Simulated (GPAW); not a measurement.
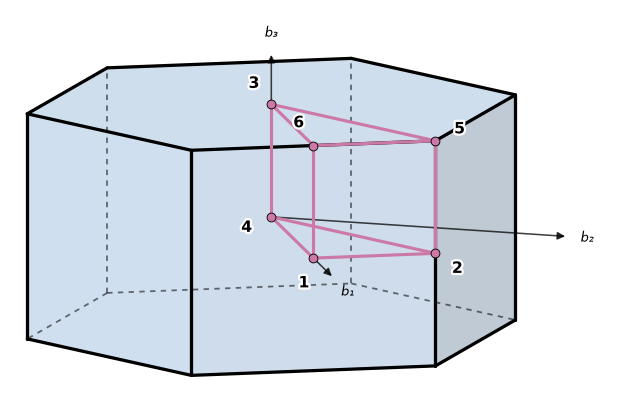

For Co, a cell listed in the Materials Project, as set up for an electronic-structure calculation: the first Brillouin zone of a primitive hexagonal lattice (hP; extended symbol hP2) is drawn with its special points numbered. Symmetry computed with spglib at a tolerance of 0.002 Å; standard conventional cell.

a = 2.472 Å, b = 2.472 Å, c = 4.021 Å, α = 90.00°, β = 90.00°, γ = 120.00°.

Labels and path follow the convention of Hinuma et al. (2017), as computed by seekpath; the arrows show the directions of the reciprocal primitive vectors b₁, b₂, b₃, in which coordinates are given.

### Which special point is each number?

```
no.  label      coordinates
  1      M      (1/2, 0, 0)
  2      K    (1/3, 1/3, 0)
  3      A      (0, 0, 1/2)
  4      Γ        (0, 0, 0)
  5      H  (1/3, 1/3, 1/2)
  6      L    (1/2, 0, 1/2)
```
